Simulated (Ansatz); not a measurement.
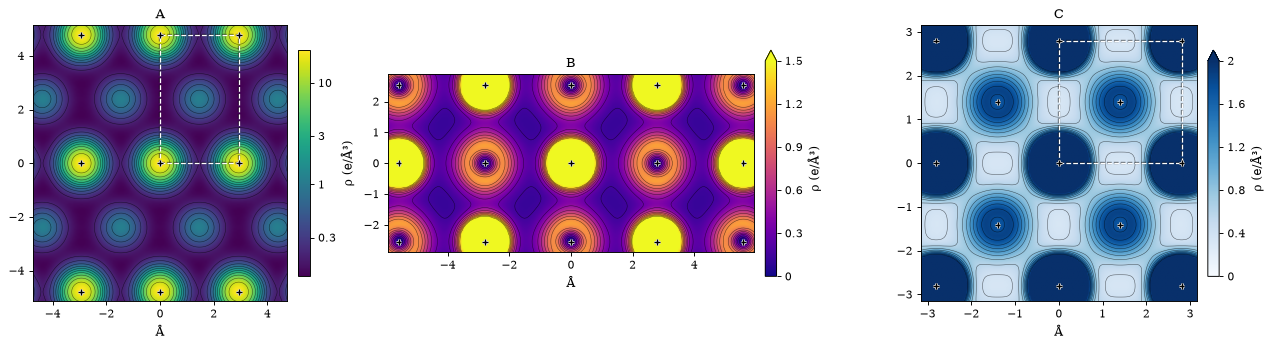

The valence electron density of 3 systems, each on a plane through atoms (crosses mark nuclei in the plane).

These are results of DFT PBEsol, scalar-relativistic, plane waves, PAW in Ansatz 0.2.0, not measurements.

System 1: TiC, the (001) plane of the conventional cell. Space group I4/mmm; computed pressure about 25 GPa in this cell; computed without spin polarisation.

System 2: ZrS, the (110) plane of the conventional cell. Space group I4/mmm; computed pressure about −3 GPa in this cell.

```
Zr S
1.0
     2.54291   -2.54291    0.00000
     2.54291    2.54291    0.00000
     0.00000    0.00000    5.59441
Zr S
2 2
Direct
  0.00000 0.00000 0.00000
  0.50000 0.50000 0.50000
  0.50000 0.50000 0.00000
  0.00000 0.00000 0.50000
```

System 3: Ag, the (010) plane of the conventional cell. Space group Cmcm; changed on purpose from its base cell (strain +0.0525 x Voigt [0, 1, 0, 0, 0, 0], atoms carried along); computed pressure about −10 GPa in this cell.

```xyz
4
Lattice="2.9300 0.0000 0.0000 0.0000 5.3413 0.0000 0.0000 0.0000 4.7900" Properties=species:S:1:pos:R:3 pbc="T T T"
Ag    0.0000    1.7804    1.1975
Ag    1.4650    4.4511    1.1975
Ag    1.4650    0.8902    3.5925
Ag    0.0000    3.5609    3.5925
```

> Match each panel to its system.

Panel A is system 3, Ag: the plane holds Ag. Ag–Ag (2.93 Å): ρ is about 0.2 e/Å³ halfway. Panel B is system 2, ZrS: the plane holds Zr and S. Zr–S (2.54 Å): ρ is about 0.4 e/Å³ halfway. Panel C is system 1, TiC: the plane holds Ti and C. Ti–C (1.98 Å): ρ is about 0.75 e/Å³ halfway.
